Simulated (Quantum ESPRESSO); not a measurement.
**A series of single points on FeCo**

System: FeCo (Pm-3m, 2 atoms in the cell).
Method: Kohn-Sham DFT of a periodic cell, PBEsol with D2, DFT+U, GBRV 1.5 PBEsol, spin-polarised (Quantum ESPRESSO 7.5).

The 7 runs differ only in the geometry, by an even scaling of the cell at fixed fractional positions. The structure derives from an entry of the Crystallography Open Database.

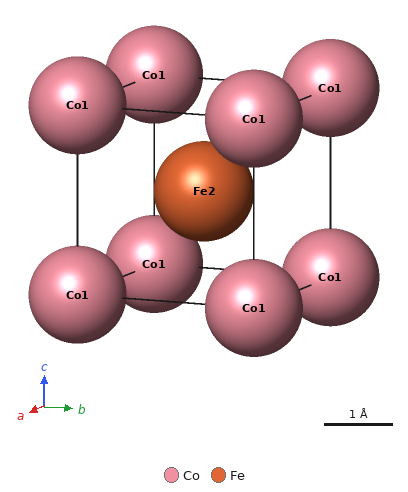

Figure 1. The structure of run 4 (spheres-only view of the cell of the calculation, seen slightly off an axis; atoms are numbered from 1 in the order of the input).

### Input of run 4
```
&CONTROL
  calculation = 'scf'
  prefix = 'pwscf'
  outdir = './tmp'
  pseudo_dir = './pseudo'
  tprnfor = .true.
  tstress = .true.
  disk_io = 'nowf'
/
&SYSTEM
  ibrav = 0
  nat = 2
  ntyp = 2
  ecutwfc = 45
  ecutrho = 360
  nbnd = 27
  occupations = 'smearing'
  smearing = 'fd'
  degauss = 0.00183747
  nspin = 2
  starting_magnetization(1) = 0.1271
  starting_magnetization(2) = 0.0956
  vdw_corr = 'grimme-d2'
  starting_ns_eigenvalue(1,1,1) = 0.106
  starting_ns_eigenvalue(2,1,1) = 0.218
  starting_ns_eigenvalue(3,1,1) = 0.67
  starting_ns_eigenvalue(4,1,1) = 0.577
  starting_ns_eigenvalue(5,1,1) = 0.168
  starting_ns_eigenvalue(1,2,1) = 0.505
  starting_ns_eigenvalue(2,2,1) = 0.031
  starting_ns_eigenvalue(3,2,1) = 0.279
  starting_ns_eigenvalue(4,2,1) = 0.215
  starting_ns_eigenvalue(5,2,1) = 0.029
  nosym = .true.
  starting_ns_eigenvalue(1,1,2) = 0.542
  starting_ns_eigenvalue(2,1,2) = 0.831
  starting_ns_eigenvalue(3,1,2) = 0.192
  starting_ns_eigenvalue(4,1,2) = 0.651
  starting_ns_eigenvalue(5,1,2) = 0.46
  starting_ns_eigenvalue(1,2,2) = 0.303
  starting_ns_eigenvalue(2,2,2) = 0.215
  starting_ns_eigenvalue(3,2,2) = 0.517
  starting_ns_eigenvalue(4,2,2) = 0.459
  starting_ns_eigenvalue(5,2,2) = 0.349
/
&ELECTRONS
  conv_thr = 4d-10
  electron_maxstep = 120
  mixing_beta = 0.3
/
ATOMIC_SPECIES
Co    58.9332 co_pbesol_v1.2.uspp.F.UPF
Fe    55.8450 fe_pbesol_v1.5.uspp.F.UPF
CELL_PARAMETERS angstrom
   2.8570000000    0.0000000000    0.0000000000
   0.0000000000    2.8570000000    0.0000000000
   0.0000000000    0.0000000000    2.8570000000
ATOMIC_POSITIONS crystal
Co     0.0000000000    0.0000000000    0.0000000000
Fe     0.5000000000    0.5000000000    0.5000000000
K_POINTS automatic
4 4 4 0 0 0
HUBBARD {atomic}
U Co-3d 3.5
U Fe-3d 4.5
```

Command:
```bash
OMP_NUM_THREADS=1 pw.x -in pw.in > pw.out
```

Run 3 differs from it as follows:
```diff
-   2.8570000000    0.0000000000    0.0000000000
-   0.0000000000    2.8570000000    0.0000000000
-   0.0000000000    0.0000000000    2.8570000000
+   2.8378249256    0.0000000000    0.0000000000
+   0.0000000000    2.8378249256    0.0000000000
+   0.0000000000    0.0000000000    2.8378249256
```

### Results, with one run withheld

| run | volume per atom (Å³) | free energy per atom, from the lowest run given (meV) | pressure (GPa) |
| --- | --- | --- | --- |
| 1 | 10.960 | 7.80 | 6.80 |
| 2 | 11.194 | 0.00 | 2.77 |
| 3 | 11.427 | ? | ? |
| 4 | 11.660 | 2.78 | −4.46 |
| 5 | 11.893 | 11.02 | −7.57 |
| 6 | 12.126 | 23.68 | −10.20 |
| 7 | 12.360 | 39.96 | −12.55 |

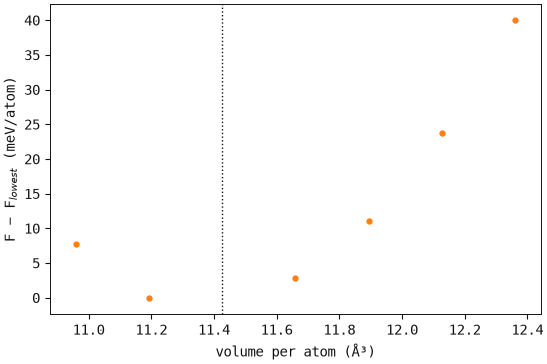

Figure 2. Free energy per atom of the runs given; the dotted line marks run 3.

Fit the runs given and predict run 3.

A cubic polynomial in V^(−2/3) (the Birch–Murnaghan form), fitted to the 6 runs given, misses them by at most 0.20 meV per atom. With x = V^(−2/3) − 0.19424 Å⁻², it reads F = 3.1795 − 2616.6 x + 3.606e+05 x² + 1.665e+06 x³ (meV per atom). At run 3 it gives −1.32 meV per atom, and the run itself gives −1.43. The slope of the fit gives a pressure −dF/dV of −0.93 GPa there, and the run prints −1.12 GPa. The two needn't agree exactly: the fit is approximate, and the printed stress is taken on a finite basis. The fit has its minimum at 11.369 Å³ per atom, where V d²F/dV² gives 185 GPa: the bulk modulus at this level, since symmetry fixes the shape and the positions.

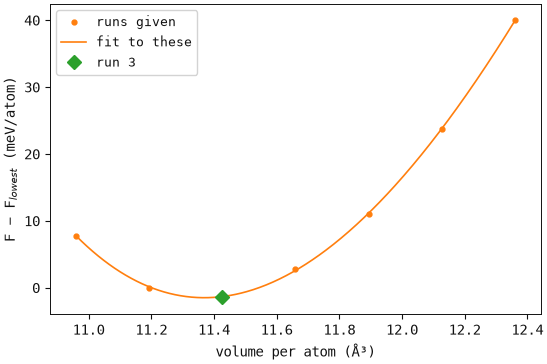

Figure 3. The fit and the withheld run.

### Some lines of the output (run 3)
```
[...]
     total energy              =    -548.18479423 Ry
     total energy              =    -548.18479127 Ry
     total energy              =    -548.18479601 Ry
     total energy              =    -548.18479610 Ry
     total energy              =    -548.18479587 Ry
     total energy              =    -548.18479654 Ry
     total energy              =    -548.18479666 Ry
     total energy              =    -548.18479667 Ry
     total energy              =    -548.18479669 Ry
     the Fermi energy is    17.9834 ev
!    total energy              =    -548.18479669 Ry
     The total energy is F=E-TS. E is the sum of the following terms:
     Computing stress (Cartesian axis) and pressure
          total   stress  (Ry/bohr**3)                   (kbar)     P=      -11.18
```

Notes: The record of the run, not the program, notes: D2 scale of PBE kept for another functional. Notes on the run: SCF correction compared to forces is large. Points of doubt noted for this run: coarse mesh; d2 scale of pbe kept for another functional. The k-point mesh is coarse for a cell of this size, so the results may not be converged.
